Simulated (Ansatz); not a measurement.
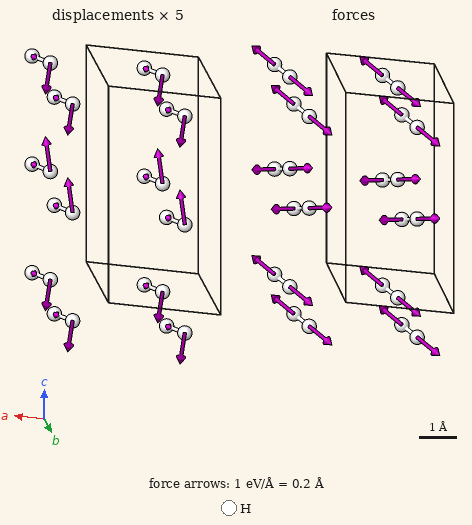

Left: a crystal of H (set up in Cmcm) in its unrelaxed database cell, with purple arrows for the displacements applied to it (without the part that the change of the cell carries along). Right: the displaced structure with the computed forces. Besides, the cell is strained by −1.5 % along [1 1 0], −3.2 % along c, −5.4 % along [1 −1 0] (volume −9.8 %). Style: ball-and-stick. Shown: the cell of the calculation, repeated 2 × 2 × 1 with one cell outlined, from a free direction.

Method: DFT PBE, scalar-relativistic, plane waves, PAW in Ansatz 0.2.0. Settings: plane-wave cutoff 420 eV; k-point mesh 8 × 8 × 4; occupations gaussian; smearing width 0.02 eV; no spin polarisation.

Where do the forces point?

Answer. Atoms are displaced by up to 0.20 Å (root mean square over those that move 0.14 Å) relative to the cell. No relaxation follows. It costs 114 meV per atom. Pressure: 0.7 GPa before, 7.0 GPa after. The principal stresses (compression positive) are 18.7 GPa along [1 −1 0], 2.1 GPa along c, 0.3 GPa along [1 1 0]. The largest forces, 4.9 eV/Å, act on 4 H atoms of the calculation's cell. The forces have little in common with the displacements (cosine −0.07). Among the bonded contacts that change: H–H 0.741 → 0.648 Å. The space group (tolerance 0.01 Å) goes from Cmcm (No. 63) to Amm2 (No. 38).
